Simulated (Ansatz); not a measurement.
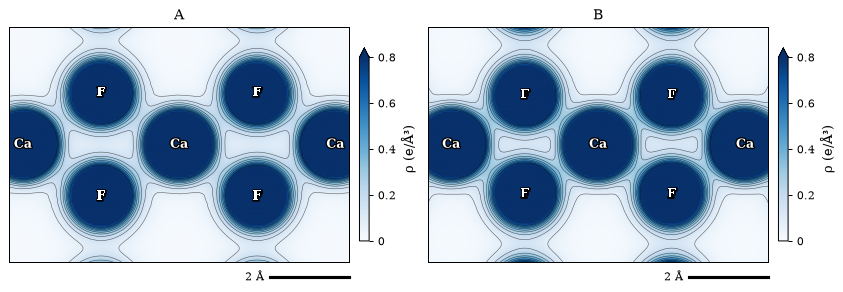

CaF₂. The valence pseudo-density of two cells that differ in size and shape, on the (011̄) plane of each (indices in the axes of the calculation cell), at one length scale and on one colour scale: A has 13.5 Å³ an atom and B 11.5.

Space group I4/mmm.

Method: DFT PBE, scalar-relativistic, plane waves, PAW in Ansatz 0.2.0.

The density is the valence pseudo-density of a PAW calculation; it isn't the true density close to the nuclei.

The larger cell:

```
CELL_PARAMETERS angstrom
0.00000 2.62200 2.94975
2.62200 0.00000 2.94975
2.62200 2.62200 0.00000
ATOMIC_POSITIONS crystal
Ca 0.00000 0.00000 0.00000
F 0.25000 0.25000 0.25000
F 0.75000 0.75000 0.75000
```

The smaller cell: a = 3.711 Å, b = 3.711 Å, c = 3.554 Å, α = 61.40°, β = 61.40°, γ = 57.21°.

Q: What does the compression do to the bonding and the properties?

A: From the larger cell to the smaller, Ca–F goes from 2.37 to 2.24 Å, and the density at its midpoint from 0.22 to 0.3 e/Å³; the pressure goes from 2.6 to 23 GPa; the Kohn–Sham gap goes from 6.7 eV to 7.9 eV.
